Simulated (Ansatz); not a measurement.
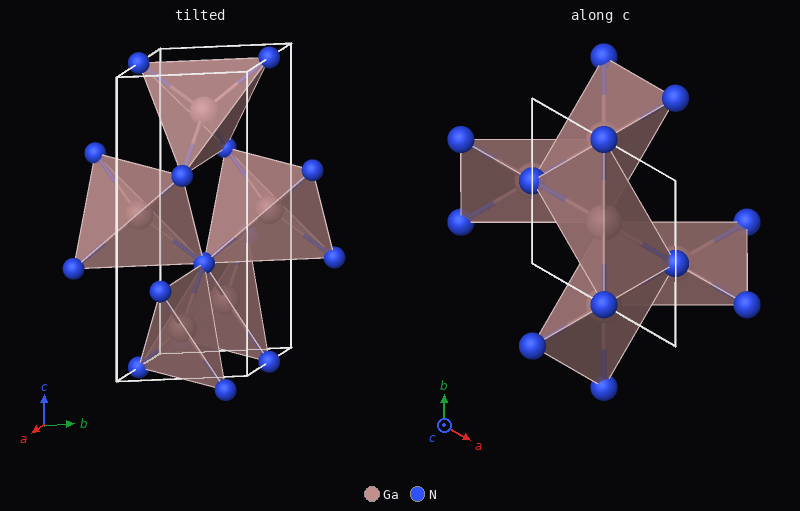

Drawn in the polyhedral manner and seen slightly off an axis and along the c axis. One conventional unit cell is framed, with atoms on its boundary repeated. A few atoms beyond the faces are included.

GaN, space group P6_222 (No. 180), a = 3.16 Å, b = 3.16 Å, c = 7.44 Å, α = 90.00°, β = 90.00°, γ = 120.00°.

Theory: Ansatz, DFT PBE, scalar-relativistic, plane waves, PAW. Numerical settings: wavefunction cutoff 420 eV, k-points on a 12×12×4 grid, Gaussian smearing of 0.02 eV, no spin polarisation.

> Does it come out as a metal, or with a gap?

A semiconductor at this level, with a gap of 1.20 eV on the k-mesh (the true edges may lie between mesh points, so the gap can be somewhat smaller).

Its origin is a structure type filled with these elements by a generator (whether the compound takes this form wasn't checked). A relaxation with DFT PBE, scalar-relativistic, plane waves, PAW (Ansatz) gave the geometry drawn.
